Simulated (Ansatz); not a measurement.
# Run report: Ti, single-point calculation (part 1 of 2)

System: Ti (slab, 15 atoms in the cell).
Method: DFT r2SCAN, scalar-relativistic, plane waves, PAW, no spin polarisation (Ansatz 0.2.0).

The structure derives from an entry of the Crystallography Open Database. It belongs to a series of runs on one base structure; here: (2 1 0) slab cut from the bulk. Figures and captions count atoms from 1; the log counts them from 0 in places.

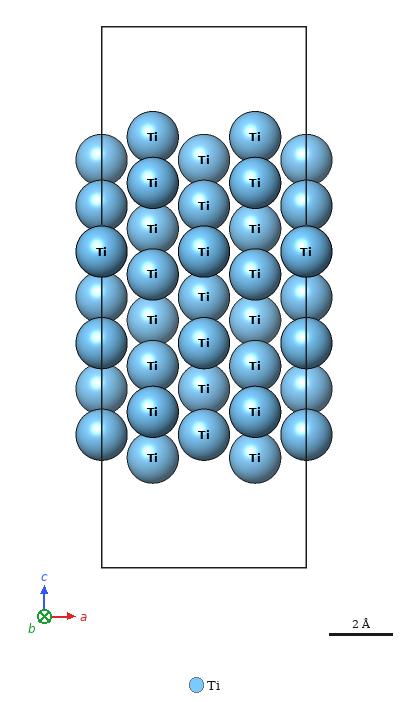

Figure 1. The input geometry (spheres-only view of the 2 × 1 repeat of the cell, with the vacuum cut short, along the b axis). An atom can appear more than once, as a periodic image.

## Input
```yaml
crystal:
  lattice:
    - [3.2517897396, 0.0, 0.0]
    - [0.0, 7.2712229062, 0.0]
    - [0.0, 0.0, 25.1797120687]
  atoms:
    - { symbol: Ti, position: [0.5, 0.7, 0.2978588468] }
    - { symbol: Ti, position: [0.0, 0.4, 0.3267361544] }
    - { symbol: Ti, position: [0.5, 0.1, 0.355613462] }
    - { symbol: Ti, position: [0.0, 0.8, 0.3844907696] }
    - { symbol: Ti, position: [0.5, 0.5, 0.4133680772] }
    - { symbol: Ti, position: [0.0, 0.2, 0.4422453848] }
    - { symbol: Ti, position: [0.5, 0.9, 0.4711226924] }
    - { symbol: Ti, position: [0.0, 0.6, 0.5] }
    - { symbol: Ti, position: [0.5, 0.3, 0.5288773076] }
    - { symbol: Ti, position: [0.0, 0.0, 0.5577546152] }
    - { symbol: Ti, position: [0.5, 0.7, 0.5866319228] }
    - { symbol: Ti, position: [0.0, 0.4, 0.6155092304] }
    - { symbol: Ti, position: [0.5, 0.1, 0.644386538] }
    - { symbol: Ti, position: [0.0, 0.8, 0.6732638456] }
    - { symbol: Ti, position: [0.5, 0.5, 0.7021411532] }
basis:
  ecutwfc: 500
kpoints:
  mp_grid: { grid: [11, 5, 1] }
hamiltonian:
  xc: r2scan
scf:
  occupations: { method: gaussian, width: 0.1 }
output:
  forces: true
  stress: true
  eigenvalues: true
  write_density: true
  write_potential: true
  elf: true
  volumetric_format: npy
efield:
  axis: 3
  dipole_correction: true
  ramp_width: 0.04
```

Launch command:
```bash
ansatz run input.yaml --threads 4 --pin off --max-ram 10240MiB --backend cpu --events-out ev --progress --plain --runs-dir out
```

## What the program printed
```
Engine: ansatz 0.2.0, x86_64-unknown-linux-gnu
Pseudopotentials: kind: paw
Pseudopotential: Ti, paw, valence charge 12, recommended cutoff 500 eV (meta_gga), Ti.paw.azcp
Functional definition: r2SCAN
  parameter k0 = 0.174
  parameter k1 = 0.065
  parameter a1 = 4.9479
  exchange = r2scan_x(k0 = k0, k1 = k1, a1 = a1)
  correlation = r2scan_c
Crystal: 15 atoms, lattice volume = 595.361 Å³
Basis set: ecut = 500 eV, 15055 PW (Γ), exchange–correlation on 96×216×768 points (64 copies of the dense FFT grid, shifted against one another)
Bands: 108, of which v1, the nominal top of the filled ones, is band 90 counted from 1 (89 counted from 0)
Symmetry: 2 space group operations
k-points: 18 of 55 (time reversal used)
Non-local potential: Ti, projectors of the file, l = 0: 3, l = 1: 2, l = 2: 3, l = 3: 1
PAW form: soft (Blöchl's): semilocal exchange-correlation on the pseudo side does not see the compensation charge
PAW frozen core: Ti, regenerated for the run's functional (the file was generated under x = pbe(κ = 0.804, μ = 0.2195149727645171), c = pbe(β = 0.06672455060314922))
PAW one-centre angular grid: Ti, 590 points (default); XC on 160 Gauss nodes
Initial density: superposition of atomic densities (neutral atoms: chi_scale 0, normalization atom), corrected by the library's trained network
Initial wavefunctions: pseudopotential atomic-orbital guess
Functional: x = r2scan, c = r2scan; τ floored in thin density (d = 2e-4 eV/Å³)
SCF iter   1: F=—  HF=-37557.381423 eV  |F-HF|=—  |Δ(HF+E_count)|=         —  Δρ=1.45e-2  dr2=7.32e0  dr2_τ=1.46e-1  ethr=1.77e-3  p=0.000 e·Å  D=2.27e-13 V/Å  ΔV_dip=-0.00 eV  dr2_dipole=7.40e-11  V_vac-E_F(+/−)=3.57/3.57 eV  ⟨swp⟩=9.8  Hψ=9556  notcnv=0
efield: sawtooth ramp at fractional position 0.9800 (placed from the atoms, in the widest stretch of the axis that holds none; the zero of the levels goes with the place), width 0.0400; the density the first Hamiltonian is built on has a dipole p = 0.000 e·Å; the dipole correction subtracts the counter field D = 2.27e-13 V/Å, which shifts the + side's vacuum level by -0.00 eV against the − side's; the planar-averaged density in the ramp window peaks in size at 6.3e-5 e/Å³
preconditioner: auto → LDOS  [metal: Δε(μ)=0.009 eV  Ē_g=2.199 eV  σ=0.100 eV  W_gap=0.05  n_scr=110 (ndim 8)  ℏωp=11.8 eV  f_vac=0.486  D(μ)=33.90/eV (n_scr^D=324)  β→1.0]
SCF iter   2: F=—  HF=-37557.587793 eV  |F-HF|=—  |Δ(HF+E_count)|=   2.06e-1  Δρ=8.36e-3  dr2=3.82e-1  dr2_τ=5.08e-2  ethr=1.77e-3  p=0.000 e·Å  D=1.17e-5 V/Å  ΔV_dip=-0.00 eV  dr2_dipole=5.21e-7  V_vac-E_F(+/−)=3.69/3.69 eV  ⟨swp⟩=3.5  Hψ=4081  notcnv=0  defer=83
SCF iter   3: F=—  HF=-37557.560428 eV  |F-HF|=—  |Δ(HF+E_count)|=   2.74e-2  Δρ=2.93e-3  dr2=8.62e-2  dr2_τ=3.14e-3  ethr=2.12e-4  p=-0.000 e·Å  D=-1.69e-6 V/Å  ΔV_dip=0.00 eV  dr2_dipole=8.45e-6  V_vac-E_F(+/−)=3.67/3.67 eV  ⟨swp⟩=2.7  Hψ=3544  notcnv=0  defer=83
SCF iter   4: F=—  HF=-37557.550278 eV  |F-HF|=—  |Δ(HF+E_count)|=   1.02e-2  Δρ=8.34e-4  dr2=1.17e-2  dr2_τ=1.07e-4  ethr=4.79e-5  p=0.000 e·Å  D=1.49e-5 V/Å  ΔV_dip=-0.00 eV  dr2_dipole=3.27e-7  V_vac-E_F(+/−)=3.71/3.71 eV  ⟨swp⟩=2.6  Hψ=2870  notcnv=0  defer=83
SCF iter   5: F=—  HF=-37557.551277 eV  |F-HF|=—  |Δ(HF+E_count)|=   9.99e-4  Δρ=2.95e-4  dr2=8.54e-4  dr2_τ=4.75e-5  ethr=6.50e-6  p=-0.000 e·Å  D=-9.41e-6 V/Å  ΔV_dip=0.00 eV  dr2_dipole=5.16e-7  V_vac-E_F(+/−)=3.73/3.73 eV  ⟨swp⟩=2.1  Hψ=2390  notcnv=0  defer=83
SCF iter   6: F=—  HF=-37557.551255 eV  |F-HF|=—  |Δ(HF+E_count)|=   2.20e-5  Δρ=1.03e-4  dr2=8.50e-5  dr2_τ=3.00e-6  ethr=4.75e-7  p=0.000 e·Å  D=1.27e-6 V/Å  ΔV_dip=-0.00 eV  dr2_dipole=1.84e-9  V_vac-E_F(+/−)=3.74/3.74 eV  ⟨swp⟩=2.6  Hψ=3305  notcnv=0  defer=83
SCF iter   7: F=—  HF=-37557.551701 eV  |F-HF|=—  |Δ(HF+E_count)|=   4.46e-4  Δρ=4.06e-5  dr2=2.01e-5  dr2_τ=4.38e-7  ethr=4.72e-8  p=-0.000 e·Å  D=-1.44e-6 V/Å  ΔV_dip=0.00 eV  dr2_dipole=3.21e-9  V_vac-E_F(+/−)=3.74/3.74 eV  ⟨swp⟩=3.9  Hψ=4257  notcnv=0  defer=83
SCF iter   8: F=—  HF=-37557.551704 eV  |F-HF|=—  |Δ(HF+E_count)|=   2.61e-6  Δρ=1.67e-5  dr2=3.11e-6  dr2_τ=6.15e-8  ethr=1.11e-8  p=-0.000 e·Å  D=-4.15e-7 V/Å  ΔV_dip=0.00 eV  dr2_dipole=1.13e-11  V_vac-E_F(+/−)=3.75/3.75 eV  ⟨swp⟩=2.0  Hψ=2383  notcnv=0  defer=83
SCF iter   9: F=—  HF=-37557.551704 eV  |F-HF|=—  |Δ(HF+E_count)|=   6.21e-7  Δρ=5.23e-6  dr2=2.78e-7  dr2_τ=1.03e-8  ethr=1.73e-9  p=-0.000 e·Å  D=-3.19e-7 V/Å  ΔV_dip=0.00 eV  dr2_dipole=9.73e-11  V_vac-E_F(+/−)=3.75/3.75 eV  ⟨swp⟩=2.2  Hψ=2405  notcnv=0  defer=83
SCF iter  10: F=-37557.551704 eV  HF=-37557.551704 eV  |F-HF|=1.04e-8  |Δ(HF+E_count)|=   1.66e-7  Δρ=1.94e-6  dr2=4.16e-8  dr2_τ=1.30e-9  ethr=5.56e-11  p=-0.000 e·Å  D=-3.73e-8 V/Å  ΔV_dip=0.00 eV  dr2_dipole=2.17e-12  V_vac-E_F(+/−)=3.75/3.75 eV  ⟨swp⟩=23.2  Hψ=15551  notcnv=0
SCF 1 converged in 10 iterations: F = -37557.551704 eV  dr2 = 4.16e-8
  greatest PAW one-centre occupation: 1.000 electrons in one spin orbital (limit 2), on the Ti atom at site 13 (counted from 0), in its partial waves of l = 1
```

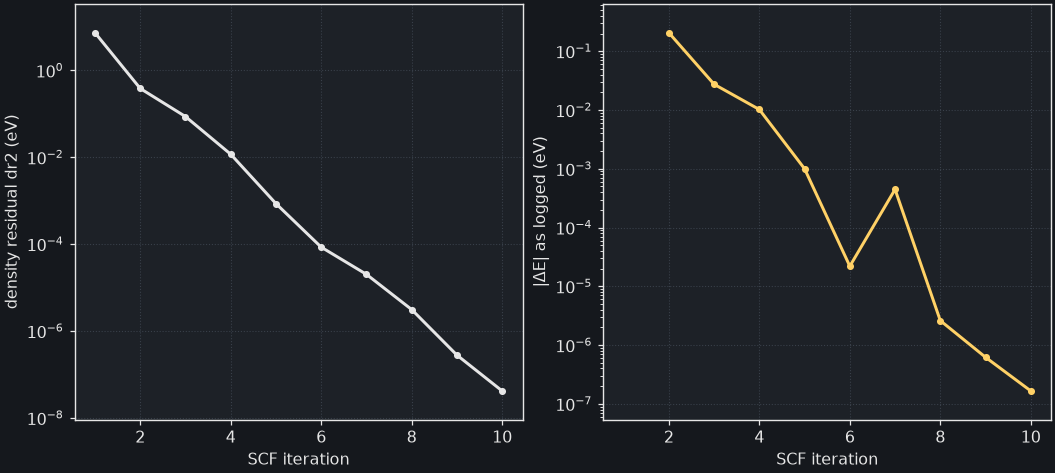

Figure 2. Convergence of the self-consistent field: density residual dr2 and size of the energy change against the SCF iteration. The residual falls at every step.

```
WARN: The output density's exchange-correlation potential varies sharply where the density is thin. Do not read a vacuum level from v_tot or v_xc, or from such a field of the output density. On a cell that repeats whose density bears no net charge and no dipole along the vacuum's axis use v_es (v_loc + v_h of the components); under efield.dipole_correction with no amplitude use v_es + v_field, which holds any external_charges[].barrier, or the levels of the report's work_function block, which leave it out; under a non-zero efield.amplitude the vacuum is tilted and has no level; on a cell that repeats and bears such a dipole with no correction it is tilted too, and efield.dipole_correction with no amplitude gives each side of its ramp a level where efield: is served; in a cell that repeats whose density bears a net charge (total_charge, or a fill off its count) it is curved and has none; of a slab under crystal.periodic whose density bears no net charge use v_es, which has a level on each side, short of where the two are joined; of another it falls or rises all the way out and has none; of a slab beside external_charges read slab_vacuum_level instead, which it has where they leave it neutral. The grid or the basis barely resolves most such structure, and the values can differ between equally converged runs; as a rule a tighter scf.convergence.dr2_threshold does not remove it. Where the density itself ripples (under the LDA too) a higher basis.ecutwfc lessens it. The files hold the spikes' plane waves up to the density's cutoff. Files: v_tot_of_output_density and the like, and their columns of v_z.tsv (output.write_potential); v_xc_of_output_density and the like, and their columns of v_comp_z.tsv (output.write_potential_components). Measured: with its Gaussian average of σ = 0.25 Å subtracted twice, the exchange-correlation potential is over 0.1 eV at 5355 of the grid points where the equally averaged density (valence and model cores) is under 1e-3 e/Å³, and 2.59 eV at the most among them, at an averaged density of 6.8e-8 e/Å³. The input density's (outcome.potential() and, of a run that writes arrays, v_tot and v_xc) is over 0.1 eV, so measured, at 884 points of its own thin density, 0.384 eV at the most. See output.write_potential in the manual, Limitations
SCF converged after 10 iterations
Free energy (F): -37557.551704 eV
Harris-Foulkes:  -37557.551704 eV  (|F-HF|=1.04e-8)
Internal energy: -37557.383787 eV  (E = F + TS)
E sigma→0 (E₀):  -37557.467746 eV
Entropy (-TS):   -0.167917 eV (-11.194 meV/atom)
Fermi energy:    3.753918 eV
Dipole field:    D = -0.000001 V/Å  (p = -0.000004 e·Å, saw-weighted, corrected)
Work function:   Φ+ = 3.7466 eV   Φ− = 3.7465 eV
Levels:          The Fermi level and band energies are counted from a zero that moves with the ramp; work functions are not
--- Per-component energies (eV) ---
  E_band       = -4251.966000
  E_kinetic    = 4073.111691
  E_local      = -179044.882393  (includes V_loc(G=0)·N_el)
  E_nonlocal   = 120.013191
  E_hartree    = 87572.450310
  E_xc         = -1381.214368
  E_vxc        = -1975.931534  (∫ρ·V_xc dr)
  E_paw        = -15853.931086  (= ΣΔE_a)
  E_vpaw       = -2706.835844  (= ΣTr[D̂ρ^β])
  E_aug_tail   = 0.001374  (compensation charges beyond the density's cutoff)
  E_vtau       = 137.603797  (kinetic-family band-sum trace: ∫τ·v_τ [+ j·A + Jᵃ·Aᵃ] dr)
  E_efield     = 0.000000  (sawtooth field / dipole correction)
  E_vefield    = 0.000000  (∫n·V_field dr)
  E_ewald      = 66960.869352
  E_core_change = -3.801857  (= ΣΔE_core)
  E_smearing   = -0.167917  (= −TS)
  E_closure    = -0.000000  (closes the sum)
  Σ components = -37557.551704   (vs F -37557.551704, Δ=0.00e0)
--- Forces (eV/Å), atoms counted from 1 ---
  atom   1  Ti     0.00000000    -0.03801782     0.90699300
  atom   2  Ti     0.00000000     0.60280519     0.25500360
  atom   3  Ti     0.00000000    -0.39285010     0.22548557
  atom   4  Ti     0.00000000    -0.14053948    -0.32815482
  atom   5  Ti     0.00000000    -0.08001662    -0.51176059
  atom   6  Ti     0.00000000     0.01112526    -0.47546026
  atom   7  Ti     0.00000000     0.12442856    -0.12105089
  atom   8  Ti     0.00000000     0.00000332    -0.00000076
  atom   9  Ti     0.00000000    -0.12442737     0.12106419
  atom  10  Ti     0.00000000    -0.01114048     0.47546847
  atom  11  Ti     0.00000000     0.07999456     0.51177106
  atom  12  Ti     0.00000000     0.14054257     0.32816164
  atom  13  Ti     0.00000000     0.39287157    -0.22549482
  atom  14  Ti     0.00000000    -0.60280227    -0.25500006
  atom  15  Ti     0.00000000     0.03799956    -0.90699529
  max |Σ_I F_I| component: 3.01e-5 eV/Å
--- Stress (GPa, compression-positive) ---
       -2.445734       0.000000       0.000000
        0.000000      -2.265931      -0.286039
        0.000000      -0.286039      -1.990917
  P = ⅓ Tr σ = -2.2342 GPa (-22.342 kbar)
--- Band table (eV; the first three rows and the last of 18) ---
```
